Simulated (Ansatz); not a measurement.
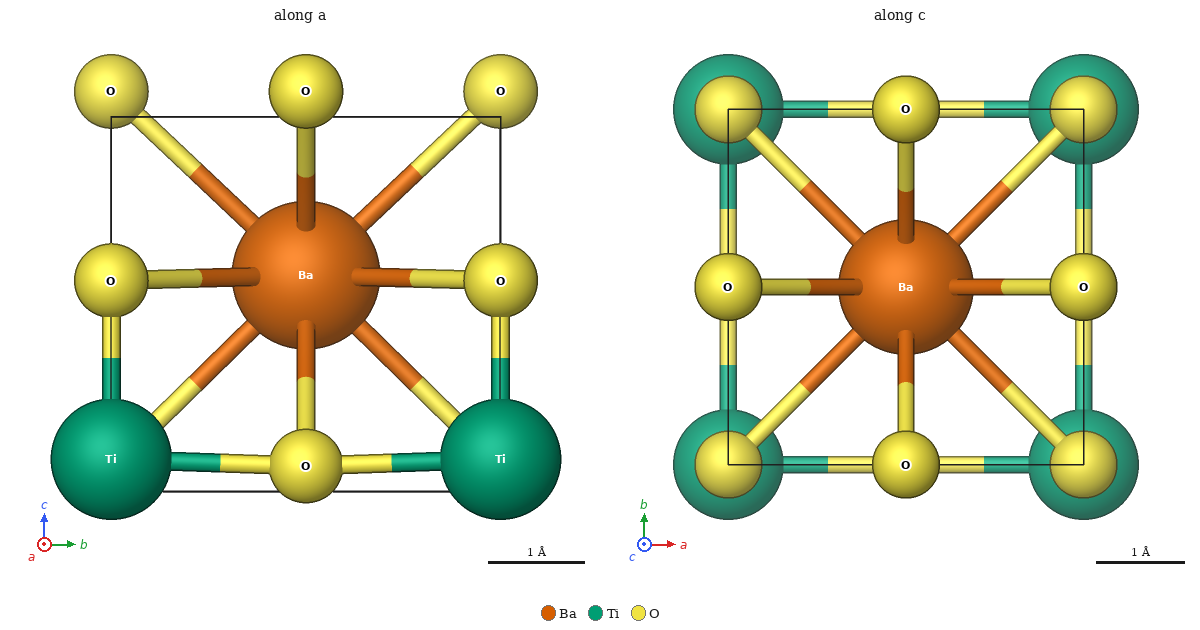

An orthographic ball-and-stick view of the structure, along the a axis and along the c axis. The wireframe shows the conventional unit cell.

BaTiO₃, space group P4mm (No. 99), a = 4.07 Å, b = 4.07 Å, c = 3.92 Å, α = 90.00°, β = 90.00°, γ = 90.00°.

All computed values are from DFT PBEsol, scalar-relativistic, plane waves, PAW (Ansatz 0.2.0). Settings: plane waves up to 420 eV, an 8×8×8 k-point grid, Gaussian smearing of 0.02 eV, no spin polarisation.

Metal or not?

A semiconductor at this level, with a gap of 1.71 eV.

What is the computed pressure?

The computed pressure is -5.5 GPa (stretched: it would shrink). The stress isn't hydrostatic: its largest component is 8.3 GPa.

The initial geometry was a structure listed in the Materials Project. The cell was then strained or its atoms displaced on purpose. It went into a calculation with Ansatz.

At this level of theory the cell isn't at rest (stretched, at -6 GPa), so its distances can differ from those at equilibrium, the more so the softer the solid.
